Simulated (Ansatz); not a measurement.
**SiO2: density, localisation and related maps**

```
Si O
1.0
     5.30796    0.00000    0.00000
     0.00000   12.00669    0.00000
     0.00000    0.00000    5.02771
Si O
6 12
Direct
  0.00000 0.32700 0.50000
  0.50000 0.82700 0.50000
  0.00000 0.67300 0.50000
  0.50000 0.17300 0.50000
  0.00000 0.50000 0.00000
  0.50000 0.00000 0.00000
  0.25000 0.25000 0.50000
  0.75000 0.75000 0.50000
  0.25000 0.75000 0.50000
  0.75000 0.25000 0.50000
  0.00000 0.40102 0.23121
  0.50000 0.90102 0.23121
  0.00000 0.40102 0.76879
  0.50000 0.90102 0.76879
  0.00000 0.59898 0.23121
  0.50000 0.09898 0.23121
  0.00000 0.59898 0.76879
  0.50000 0.09898 0.76879
```

Space group Cmmm; a structure generated by program, which may or may not match a known phase.

Method: DFT PBE, scalar-relativistic, plane waves, PAW (Ansatz 0.2.0).

The density is the valence pseudo-density of a PAW calculation; it isn't the true density close to the nuclei.

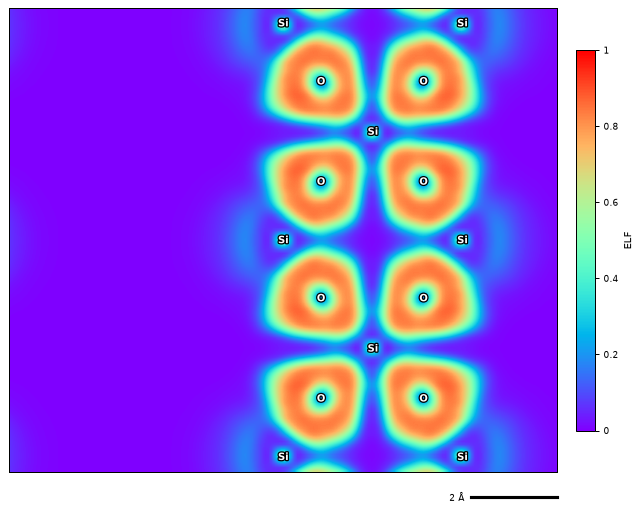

Figure 1. ELF on the (100) plane of the conventional cell.

### What does the map show?

- Atoms in the plane: Si and O.
- Si–O (1.62 Å): the ELF peaks at about 0.85 between the atoms, as expected for a polar covalent bond.
- Si–O (1.66 Å): the ELF peaks at about 0.85 between the atoms (a shared but strongly polarised pair).
- The ELF also peaks beside O, away from the bonds: lone-pair regions.

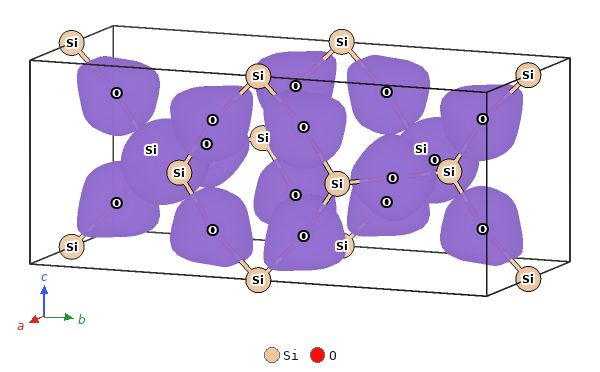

Figure 2. Isosurface of the ELF at 0.6 (purple), seen slightly off an axis. Core shells and regions of very low density are left out. Sticks mark near contacts.

### Identify the bonds, lone pairs and shells in this picture.

The surface consists of twelve regions on O in which the atom's valence shell and bonds are merged, counted in one cell of 18 atoms. Any copies at cell faces, edges or corners count once.

### Which way does charge flow, and how much by Bader's partition?

Electrons move from Si towards O. Bader charges: Si +3.22 to +3.31 and O −1.64 e.

### Does the calculation give a band gap?

It is gapped, with a Kohn–Sham gap of 2.7 eV on the k-point mesh (the band edges may lie off the mesh, which would make the gap smaller).
